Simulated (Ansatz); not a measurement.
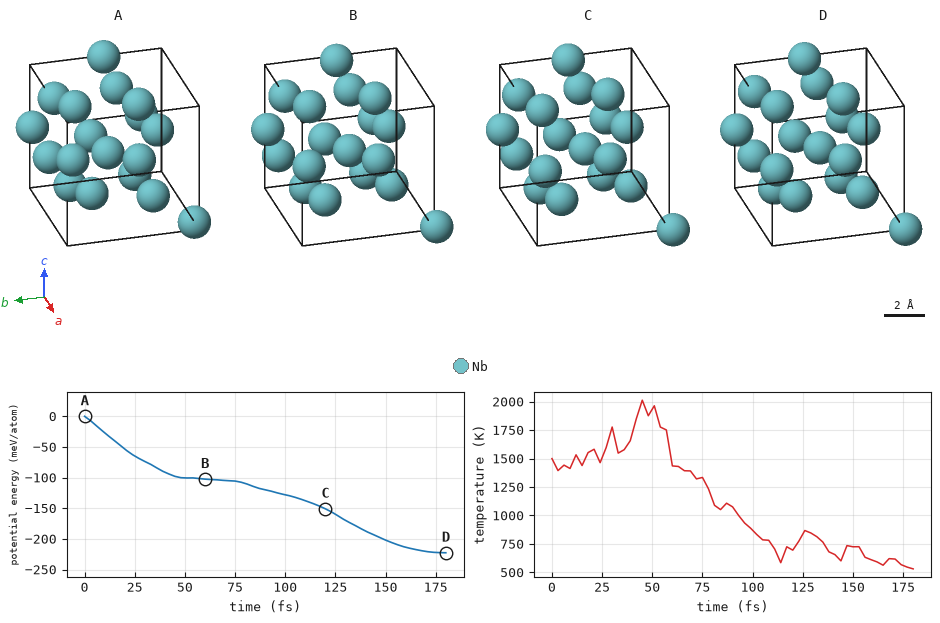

First-principles dynamics of a 16-atom cell of Nb, 180 fs long. It starts from the last geometry of an earlier run, with fresh velocities. Frames (A at 0 fs, B at 60 fs, C at 120 fs, D at 180 fs) and the history of the run. Style: spheres-only. Shown: the simulation cell, from a free direction.

The calculation used Ansatz 0.2.0, DFT r2SCAN-D3(BJ), scalar-relativistic, plane waves, PAW. Run with plane-wave cutoff 500 eV; k-point mesh 2 × 2 × 2; Fermi-Dirac smearing 0.17 eV; volume 1.15 times that of the relaxed crystal; Langevin thermostat (NVT); set temperature 1600 K, then to 300 K over 45 steps, then to 300 K over 15 steps; time step 3 fs; friction 0.02 per fs.

Describe the run.

Answer. Under the programmed temperature the kinetic temperature goes from 1468 K (first eighth) to 577 K (last eighth), with a peak of 2013 K. That is well off the final set point of 300 K. The potential energy in the second half lies on average 176 meV per atom below the first frame. Root-mean-square distances from the starting positions over the second half, with the common drift of all atoms taken out: Nb 0.39 Å. The run lasts only 180 fs, too short to tell vibration from diffusion.

Limits of the set-up: the k-point mesh is coarse for a cell with partly filled bands.

Cost: 32 min on 4 threads of Arm Neoverse N1, on a shared host, peak memory 2.2 GiB.
